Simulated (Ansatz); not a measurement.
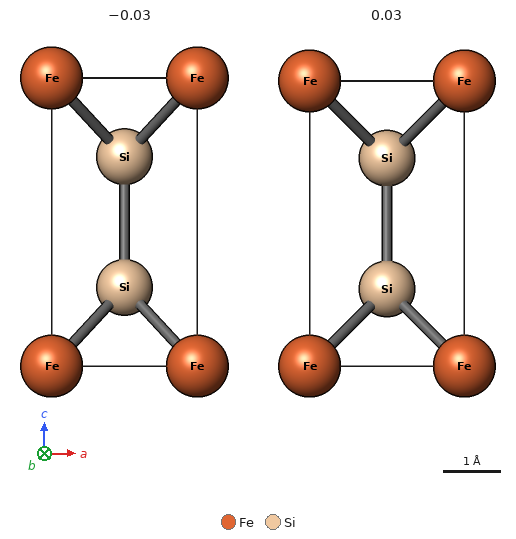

A crystal of FeSi$_{2}$ (set up in P4/mmm), under uniaxial strain along a (b, c and atoms relaxed), with energies (extrapolated to zero smearing) counted from the relaxed crystal, which is the row at zero. The picture shows the first and the last member. A ball-and-stick model of the cell of the calculation, seen along the b axis.

Computed with Ansatz 0.2.0: DFT PBEsol, scalar-relativistic, plane waves, PAW. (plane-wave cutoff 420 eV; k-point mesh 16 × 16 × 8; occupations gaussian; smearing width 0.1 eV; no spin polarisation; force threshold 0.008 eV/Å)

| strain | energy (meV/atom) | a (Å) | b (Å) | c (Å) |
| --- | --- | --- | --- | --- |
| −0.03 | 12.59 | 2.596 | 2.691 | 5.133 |
| −0.02 | ? | ? | ? | ? |
| −0.01 | 1.30 | 2.650 | 2.681 | 5.115 |
| 0.0 | 0.00 | 2.676 | 2.676 | 5.106 |
| 0.01 | 1.23 | 2.703 | 2.671 | 5.097 |
| 0.02 | 4.76 | 2.730 | 2.667 | 5.089 |
| 0.03 | 10.40 | 2.757 | 2.662 | 5.080 |

**One row is withheld. What does the calculation give there?**

A parabola through three neighbouring rows (−0.03, −0.01, 0.0) gives, with Lagrange weights, (0.3333)(12.59) + (1.0000)(1.30) + (−0.3333)(0.00) = 5.50 meV/atom. The calculation gives 5.40 meV/atom (a = 2.623 Å, b = 2.686 Å, c = 5.124 Å). The estimate is 0.10 meV/atom too high. From the first member to the last: Fe–Fe 2.596 → 2.757 Å, Fe–Si 2.337 → 2.358 Å.

The whole series:

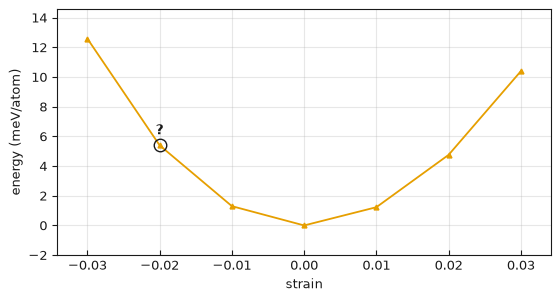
